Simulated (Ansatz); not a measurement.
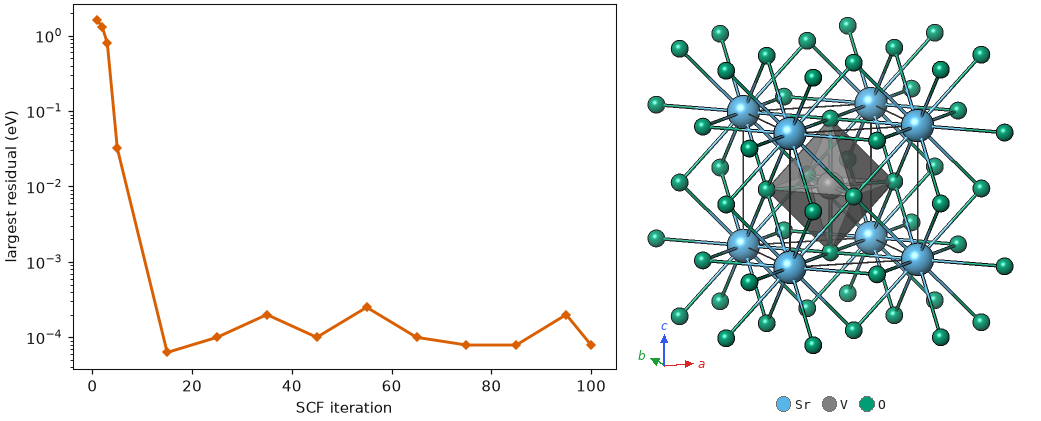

Beside the plot: the structure in its conventional cell.

The plot shows the SCF iterations of a calculation: largest residual. Only some iterations were kept.

The run: SrVO3 (Pm-3m, 5 atoms in the cell), by DFT, PBE+U, PAW (an earlier, harder data set), plane waves, scalar-relativistic (Ansatz development build ahead of 0.2.0); cutoff 930 eV, 6×6×6 k-mesh, Gaussian smearing of 0.1 eV, collinear spins, U = 3.25 eV on V d.
Setting under test: occupation matrices typed, no search for lower states.

Question: How did this run end?

Answer: The run gave up at step 100 without converging. The residual stalls around 10⁻⁴ from about step 15 on.

Question: What is the residual at the start and at the end?

Answer: It starts near 2 and ends near 8 × 10⁻⁵ eV.
